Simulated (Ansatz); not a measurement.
**NbN: geometry relaxation (part 1 of 3)**

System: NbN (slab, 24 atoms in the cell).
Method: DFT PBE+D3(BJ), scalar-relativistic, plane waves, PAW, no spin polarisation (Ansatz 0.2.0).

The structure derives from an entry of the Crystallography Open Database. The input holds or restrains some coordinates. Forces given for the steps count only the free coordinates. It belongs to a series of runs on one base structure; here: clean slab, lower planes held.

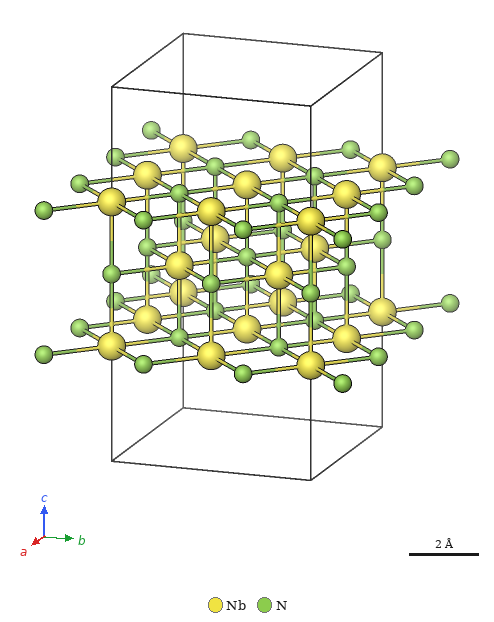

*The structure as given in the input (ball-and-stick view of the cell of the calculation, with the vacuum cut short, seen slightly off an axis; bonded neighbours outside the cell are drawn too). An atom can appear more than once, as a periodic image.*

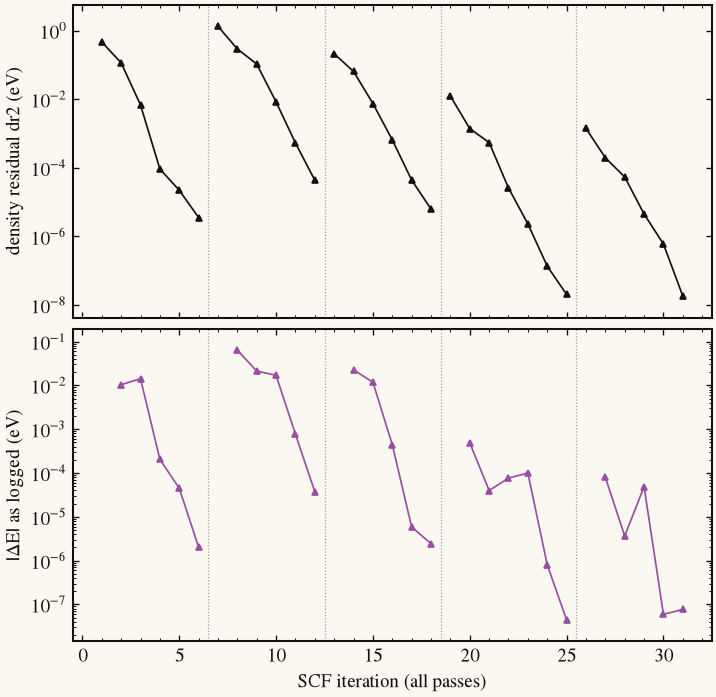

*Convergence of the self-consistent field: density residual dr2 and size of the energy change against the SCF iteration. The dotted lines part the SCF passes of the relaxation: geometry steps, rejected trials and re-solves on a re-selected basis.*

The 5 passes take 6 to 7 iterations each, 31 in all.

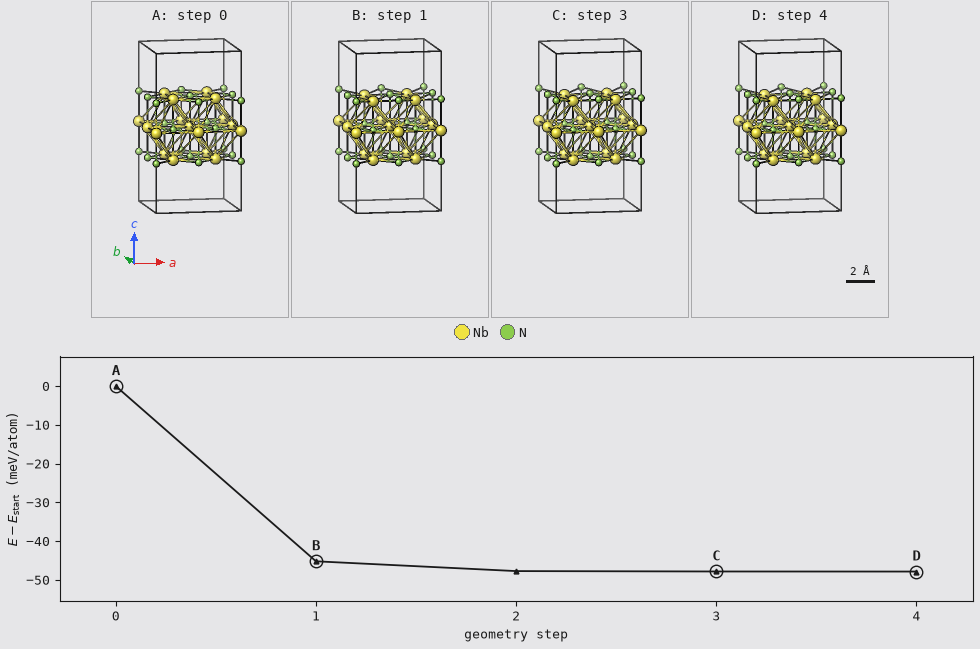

*Frames of the restrained relaxation (ball-and-stick view of the cell of the calculation, with the vacuum cut short (origin shifted), seen slightly off an axis) above the curves, on which the letters mark them (the first geometry is step 0 here and step 1 in the log).*

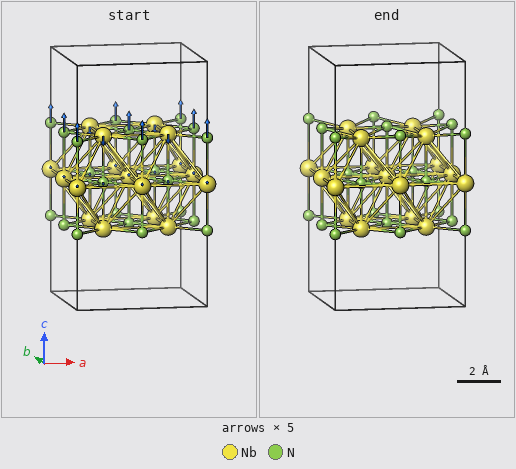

*Before (left) and after (right) the restrained relaxation, at one scale (ball-and-stick view of the cell of the calculation, with the vacuum cut short (origin shifted), seen slightly off an axis). The blue arrows give the displacements, magnified 5 times.*

After 4 geometry steps the energy has fallen by 47.8 meV per atom. The largest force component goes from 1.8 to 0.0074 eV/Å. The largest moves, 0.19 Å, are those of N21, N22, N23 and N24. Largest moves by element: N 0.19 Å, Nb 0.10 Å. The lattice vectors keep their values. Among the contacts that change: Nb10–N22 2.192 → 2.344 Å, Nb10–Nb17 3.101 → 3.002 Å, N13–Nb20 2.192 → 2.125 Å, Nb1–N13 2.192 → 2.155 Å. Among the angles that change: Nb17–N22–Nb20 180.0° → 164.8°, Nb10–N22–Nb17 90.0° → 82.4°, Nb9–N16–Nb12 180.0° → 176.1°. (Atoms are counted from 1 in the order of the input.)

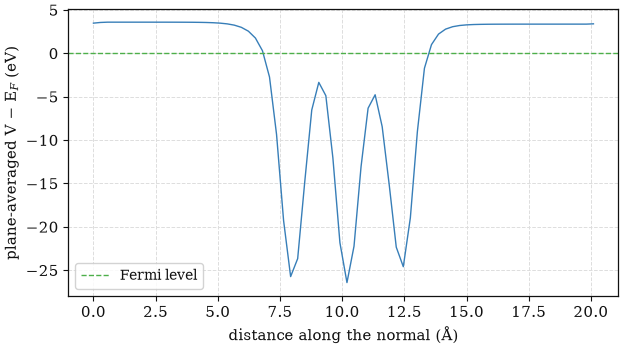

*Plane average of the electrostatic potential energy of an electron across the cell, from the Fermi level.*

The vacuum level lies 3.36 eV above the Fermi level on the upper side and 3.59 eV on the lower.

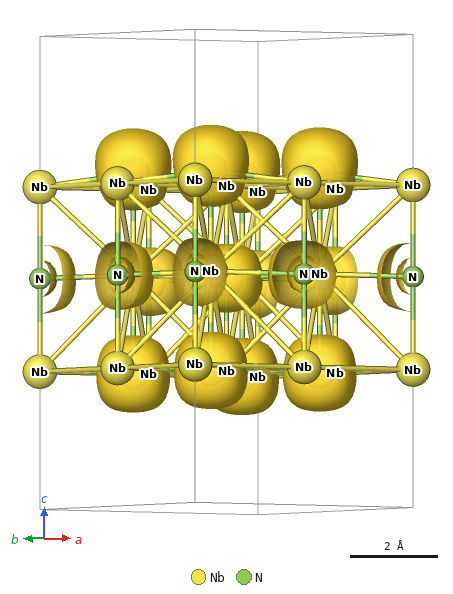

*Isosurface of the electron localisation function at 0.65 (yellow), seen at an oblique angle. Only the valence region is drawn (cores and ρ < 0.01 e/Å³ removed). Sticks mark near contacts.*

Profiles from the grid: Nb–N (2.13 Å): the ELF peaks at about 0.80 in the valence shell of N, 0.6 Å from its nucleus, and drops to about 0.20 between the two atoms (no shared pair; the contact is polar). Nb–Nb (3.00 Å): the ELF is about 0.25 at the midpoint; no shared electron pair. Core electrons are frozen (PAW), so the fields are smoothed inside the atomic spheres.

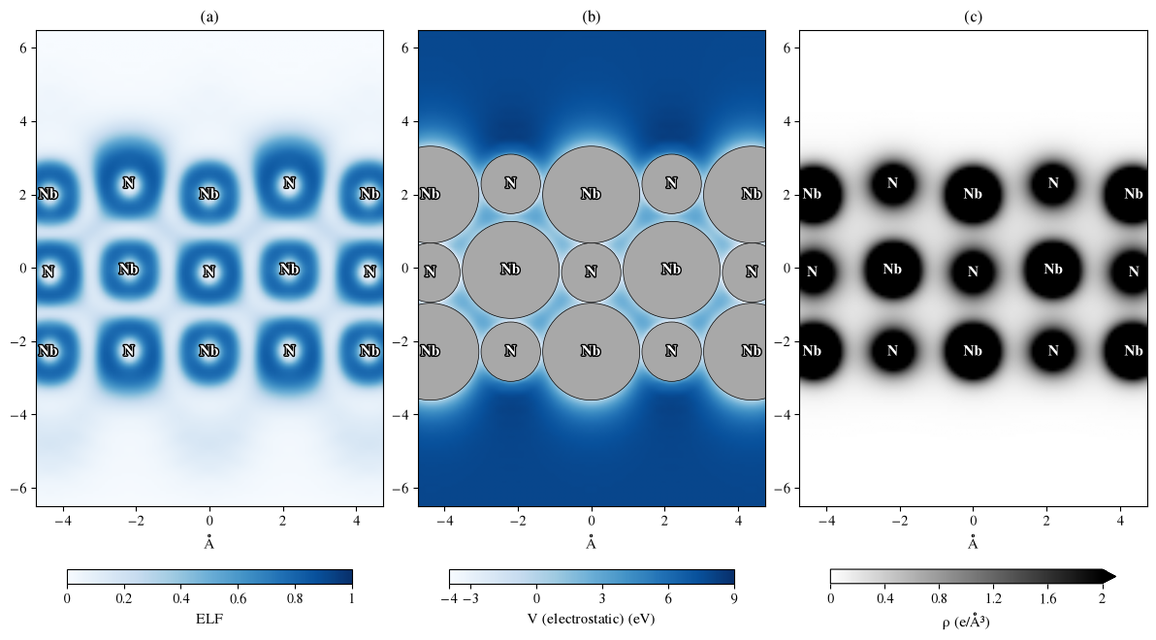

*(a) ELF; (b) electrostatic potential (local pseudopotential plus Hartree) felt by an electron; (c) valence charge density (pseudo) on the (11̄0) plane of the calculation cell, a cut from vacuum to vacuum. Grey discs, where drawn, cover atomic cores.*

The section cuts through Nb and N sites. Nb–N (2.15 Å): the density is about 0.63 e/Å³ at the midpoint; the ELF peaks at about 0.80 in the valence shell of N, 0.6 Å from its nucleus, and drops to about 0.20 between the two atoms; a polar contact without a shared pair, in a metal. Nb–Nb (3.00 Å): the density is about 0.25 e/Å³ at the midpoint; the ELF is about 0.25 at the midpoint (no shared electron pair). Nb–N (2.19 Å): ρ is about 0.57 e/Å³ halfway; the ELF peaks at about 0.80 in the valence shell of N, 0.6 Å from its nucleus, and drops to about 0.15 between the two atoms (no shared pair; the contact is polar). Nb–N (2.34 Å): the density is about 0.42 e/Å³ at the midpoint; the ELF is about 0.15 at the midpoint (a polar contact without a shared pair, in a metal). Nb–Nb (3.13 Å): ρ at the midpoint is about 0.22 e/Å³; the ELF is about 0.20 at the midpoint (no localised pair between them). The density dies away to nearly zero in the vacuum. The strong features right at Nb lie inside the PAW spheres (semicore, d or f shells) and say nothing about bonding.

The input that produced these results follows, with the program's output.

### Input
```yaml
crystal:
  lattice:
    - [6.2011598392, 0.0, 0.0]
    - [0.0, 6.2011598392, 0.0]
    - [0.0, 0.0, 20.3848821736]
  atoms:
    - { symbol: Nb, position: [0.5, 0.5, 0.3924476939] }
    - { symbol: Nb, position: [0.5, 0.0, 0.3924476939] }
    - { symbol: Nb, position: [0.0, 0.5, 0.3924476939] }
    - { symbol: Nb, position: [0.0, 0.0, 0.3924476939] }
    - { symbol: "N", position: [0.25, 0.25, 0.3924476939] }
    - { symbol: "N", position: [0.25, 0.75, 0.3924476939] }
    - { symbol: "N", position: [0.75, 0.25, 0.3924476939] }
    - { symbol: "N", position: [0.75, 0.75, 0.3924476939] }
    - { symbol: Nb, position: [0.75, 0.75, 0.5] }
    - { symbol: Nb, position: [0.75, 0.25, 0.5] }
    - { symbol: Nb, position: [0.25, 0.75, 0.5] }
    - { symbol: Nb, position: [0.25, 0.25, 0.5] }
    - { symbol: "N", position: [0.5, 0.5, 0.5] }
    - { symbol: "N", position: [0.5, 0.0, 0.5] }
    - { symbol: "N", position: [0.0, 0.5, 0.5] }
    - { symbol: "N", position: [0.0, 0.0, 0.5] }
    - { symbol: Nb, position: [0.0, 0.0, 0.6075523061] }
    - { symbol: Nb, position: [0.0, 0.5, 0.6075523061] }
    - { symbol: Nb, position: [0.5, 0.0, 0.6075523061] }
    - { symbol: Nb, position: [0.5, 0.5, 0.6075523061] }
    - { symbol: "N", position: [0.75, 0.75, 0.6075523061] }
    - { symbol: "N", position: [0.75, 0.25, 0.6075523061] }
    - { symbol: "N", position: [0.25, 0.75, 0.6075523061] }
    - { symbol: "N", position: [0.25, 0.25, 0.6075523061] }
basis:
  ecutwfc: 420
kpoints:
  mp_grid: { grid: [3, 3, 1] }
hamiltonian:
  xc: pbe
  dispersion: d3bj
scf:
  occupations: { method: gaussian, width: 0.1 }
output:
  forces: true
  eigenvalues: true
  write_density: true
  write_potential: true
  elf: true
  volumetric_format: npy
relax:
  adjacent_minimum: "off"
  f_tol: 0.03
  max_steps: 70
  constraints: [{ sites: [0, 1, 2, 3, 4, 5, 6, 7] }]
efield:
  axis: 3
  dipole_correction: true
  ramp_width: 0.04
```

Launch command:
```bash
ansatz run input.yaml --threads 4 --pin off --max-ram 10240MiB --backend cpu --events-out ev --progress --plain --runs-dir out
```

### The program's output
```
Engine: ansatz 0.2.0, aarch64-unknown-linux-gnu
Pseudopotentials: kind: paw
Pseudopotential: Nb, paw, valence charge 13, recommended cutoff 420 eV (normal), Nb.paw.azcp
Pseudopotential: N, paw, valence charge 5, recommended cutoff 420 eV (normal), N.paw.azcp
Functional definition: PBE
  parameter kappa = 0.804
  parameter beta = 0.06672455060314922
  exchange = pbe_x(kappa = kappa, mu = beta*pi^2/3)
  correlation = pbe_c(beta = beta)
Crystal: 24 atoms, lattice volume = 783.888 Å³
Basis set: ecut = 420 eV, 15337 PW (Γ), exchange–correlation on 90×90×288 points (8 copies of the dense FFT grid, shifted against one another)
Bands: 132, of which v1, the nominal top of the filled ones, is band 108 counted from 1 (107 counted from 0)
Symmetry: 32 space group operations
k-points: 3 of 9
Non-local potential: Nb, projectors of the file, l = 0: 3, l = 1: 2, l = 2: 2, l = 3: 1
Non-local potential: N, projectors of the file, l = 0: 2, l = 1: 2, l = 2: 1
PAW form: soft (Blöchl's): semilocal exchange-correlation on the pseudo side does not see the compensation charge
PAW one-centre angular grid: Nb, 590 points (default); XC on 64 Gauss nodes
PAW one-centre angular grid: N, 110 points (default); XC on 64 Gauss nodes
Initial density: superposition of atomic densities (neutral atoms: chi_scale 0, normalization atom), corrected by the library's trained network
Initial wavefunctions: pseudopotential atomic-orbital guess
Functional: x = pbe(κ = 0.804, μ = 0.2195149727645171), c = pbe(β = 0.06672455060314922)
SCF iter   1: F=—  HF=-59259.048610 eV  |F-HF|=—  |Δ(HF+E_count)|=         —  Δρ=3.82e-3  dr2=4.65e-1  ethr=1.77e-3  p=0.000 e·Å  D=9.53e-15 V/Å  ΔV_dip=-0.00 eV  dr2_dipole=6.27e-7  V_vac-E_F(+/−)=3.38/3.38 eV  ⟨swp⟩=7.7  Hψ=1782  notcnv=0
efield: sawtooth ramp at fractional position 0.9800 (placed from the atoms, in the widest stretch of the axis that holds none; the zero of the levels goes with the place), width 0.0400; the density the first Hamiltonian is built on has a dipole p = 0.000 e·Å; the dipole correction subtracts the counter field D = 9.53e-15 V/Å, which shifts the + side's vacuum level by -0.00 eV against the − side's; the planar-averaged density in the ramp window peaks in size at 5.4e-5 e/Å³
preconditioner: auto → LDOS  [insulator: Δε(μ)=0.130 eV  Ē_g=8.026 eV  σ=0.100 eV  W_gap=0.53  n_scr=130 (ndim 8)  ℏωp=14.5 eV  f_vac=0.594  D(μ)=12.81/eV (n_scr^D=74)  ε∞_Penn≈4.3  β→1.0]
SCF iter   2: F=—  HF=-59259.038344 eV  |F-HF|=—  |Δ(HF+E_count)|=   1.03e-2  Δρ=2.22e-3  dr2=1.15e-1  ethr=2.15e-4  p=-0.000 e·Å  D=-3.31e-5 V/Å  ΔV_dip=0.00 eV  dr2_dipole=2.19e-6  V_vac-E_F(+/−)=3.29/3.29 eV  ⟨swp⟩=2.0  Hψ=615  notcnv=0  defer=18
SCF iter   3: F=—  HF=-59259.024099 eV  |F-HF|=—  |Δ(HF+E_count)|=   1.42e-2  Δρ=4.18e-4  dr2=6.81e-3  ethr=5.32e-5  p=-0.000 e·Å  D=-4.92e-6 V/Å  ΔV_dip=0.00 eV  dr2_dipole=5.61e-8  V_vac-E_F(+/−)=3.34/3.34 eV  ⟨swp⟩=2.0  Hψ=542  notcnv=0  defer=18
SCF iter   4: F=—  HF=-59259.023895 eV  |F-HF|=—  |Δ(HF+E_count)|=   2.04e-4  Δρ=8.75e-5  dr2=9.27e-5  ethr=3.15e-6  p=0.000 e·Å  D=1.39e-7 V/Å  ΔV_dip=-0.00 eV  dr2_dipole=2.79e-12  V_vac-E_F(+/−)=3.33/3.33 eV  ⟨swp⟩=3.0  Hψ=645  notcnv=0  defer=7
iter 5 did not close the SCF: its close was put off for the readings that it lacked (scf_convergence_deferred on its scf_iter line)
SCF iter   5: F=-59259.023926 eV  HF=-59259.023940 eV  |F-HF|=1.40e-5  |Δ(HF+E_count)|=   4.49e-5  Δρ=2.94e-5  dr2=2.23e-5  ethr=4.29e-8  p=-0.000 e·Å  D=-3.34e-7 V/Å  ΔV_dip=0.00 eV  dr2_dipole=1.50e-10  V_vac-E_F(+/−)=3.33/3.33 eV  ⟨swp⟩=3.0  Hψ=731  notcnv=0  defer=7
SCF iter   6: F=-59259.023939 eV  HF=-59259.023942 eV  |F-HF|=2.40e-6  |Δ(HF+E_count)|=   2.04e-6  Δρ=1.79e-5  dr2=3.57e-6  ethr=1.03e-8  p=0.000 e·Å  D=1.79e-7 V/Å  ΔV_dip=-0.00 eV  dr2_dipole=1.29e-10  V_vac-E_F(+/−)=3.33/3.33 eV  ⟨swp⟩=20.3  Hψ=4369  notcnv=0
SCF 1 converged in 6 iterations: F = -59259.023939 eV  dr2 = 3.57e-6
  greatest PAW one-centre occupation: 0.998 electrons in one spin orbital (limit 2), on the Nb atom at site 11 (counted from 0), in its partial waves of l = 0
relax step   1: F+E_penalty+E_count = -59259.02393923 eV  Δ(F+E_penalty+E_count) = +0.000e0 eV  max|allowed force component| = 1.827e0 eV/Å  Δτ_max = 0.0000 Å  (6 SCF iters, dr2 threshold 2.25e-5 eV, accepted)
Initial density: handed on by an earlier stage of this run
Initial wavefunctions: those handed on with the density
iter 1 solved again at ethr=6.16e-4 eV; its pass at ethr=3.10e-3 eV (dr2=1.33e0 eV) is discarded
```
